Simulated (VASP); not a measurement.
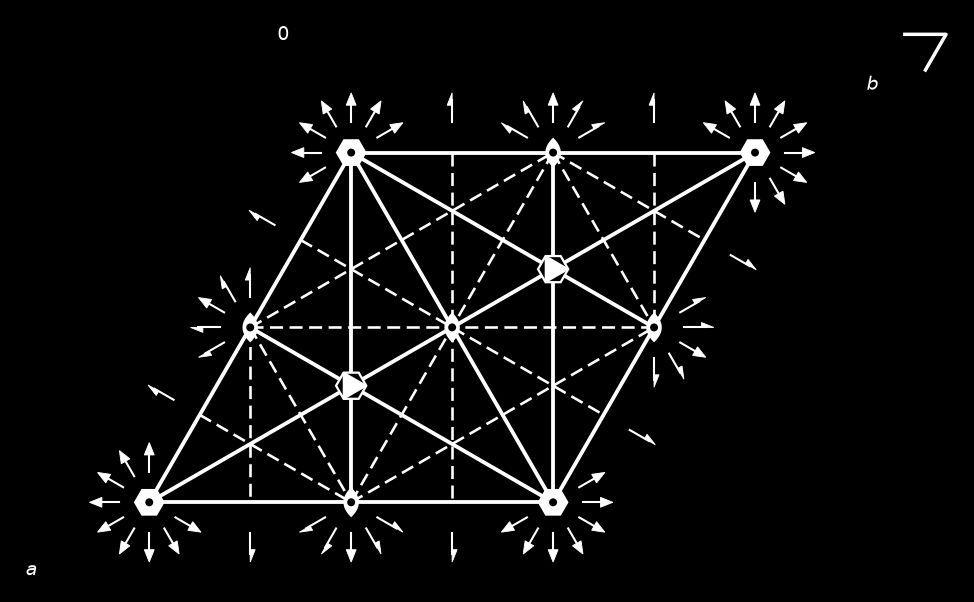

Symmetry elements of a space group, projected down c, computed from the operations of a computed or model structure of composition Si.

Symbols follow the International Tables: origin at the upper left, the third axis towards the viewer; heavy, dashed, dotted, dash-dotted and dash-dot-dot lines are mirror, in-plane glide, out-of-plane glide, diagonal (n; with arrows d) and double (e) glide planes seen edge on; arrows at the rim are 2 (full head) and 2₁ (half head) axes in the plane; the corner sign is a plane parallel to the page; fractions are heights. Handed screw axes carry their printed symbol instead of tails.

**Identify the space group.**

P6/mmm (No. 191); primitive hexagonal, point group 6/mmm, 24 general positions a cell.

**List the elements shown.**

−6 axes along c at (1/3, 2/3), (2/3, 1/3); 6 axes along c at (0, 0); 2 axes along c at (0, 1/2), (1/2, 0), (1/2, 1/2); inversion centres at (0, 0), (0, 1/2), (1/2, 0), (1/2, 1/2); mirror planes holding c and [1 1 0] or [1 2 0] or [2 1 0] or [−1 1 0]; in-plane glide planes holding c and [1 1 0] or [1 2 0] or [2 1 0] or [−1 1 0]; mirror planes normal to a*, at x = 0; b glide planes normal to a*, at x = 1/2; mirror planes normal to b*, at y = 0; a glide planes normal to b*, at y = 1/2; a mirror plane normal to c at height 0; 2 axes along [1 1 0] at height 0; 2 axes along [1 2 0] at height 0; 2 axes along [2 1 0] at height 0; 2 axes along [−1 1 0] at height 0; 2 axes along a at height 0; 2 axes along b at height 0; 2₁ axes along [1 1 0] at height 0; 2₁ axes along [1 2 0] at height 0; 2₁ axes along [2 1 0] at height 0; 2₁ axes along [−1 1 0] at height 0; 2₁ axes along a at height 0; 2₁ axes along b at height 0. Heights repeat every half period; positions are (a, b) fractions, modulo 1.

**Write the general positions (in any order).**

x, y, z; −x, −y, −z; x−y, x, z; −x+y, −x, −z; −y, x−y, z; y, −x+y, −z; −x, −y, z; x, y, −z; −x+y, −x, z; x−y, x, −z; y, −x+y, z; −y, x−y, −z; −y, −x, −z; y, x, z; −x, −x+y, −z; x, x−y, z; −x+y, y, −z; x−y, −y, z; y, x, −z; −y, −x, z; x, x−y, −z; −x, −x+y, z; x−y, −y, −z; −x+y, y, z
